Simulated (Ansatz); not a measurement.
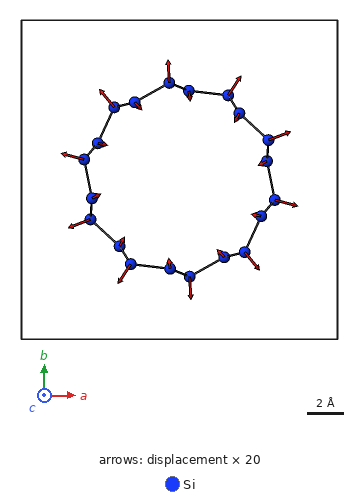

A relaxation of a wire of composition Si. The starting structure is drawn; red arrows show the displacements (the part carried along by the change of the cell is left out), magnified 20 times.

A ball-and-stick model of the 2 repeat of the cell, with the vacuum cut short, seen along the c axis.

Case: (5,5) tube.

Method: DFT PBE, scalar-relativistic, plane waves, PAW (Ansatz 0.2.0). Set-up: plane-wave cutoff 420 eV; k-point mesh 1 × 1 × 20; occupations gaussian; smearing width 0.05 eV; no spin polarisation; cell relaxed at fixed a, b, alpha, beta, gamma; force threshold 0.02 eV/Å; at most 45 steps.

### What did the optimiser do to the structure, and how much energy did it gain?

The largest moves relative to the centre of the atoms, 0.070 Å, are those of Si atoms. Along the periodic axis the drawn cell goes c 7.738 → 7.692 Å (−0.6 %). Some distances before and after: Si–Si 2.261 → 2.286 Å, Si–Si 2.277 → 2.294 Å. Bond angles that change, for instance: Si–Si–Si 109.3° → 106.9°, Si–Si–Si 116.3° → 113.9°. After 3 accepted moves (4 points after the start) the energy has fallen by 0.112 eV per cell of the calculation. The largest force component goes from 0.24 to 0.01 eV/Å. At 1 point the geometry stayed and the basis and grid were re-selected for the new cell (energy shift of 0.3 meV per cell of the calculation at most each time).
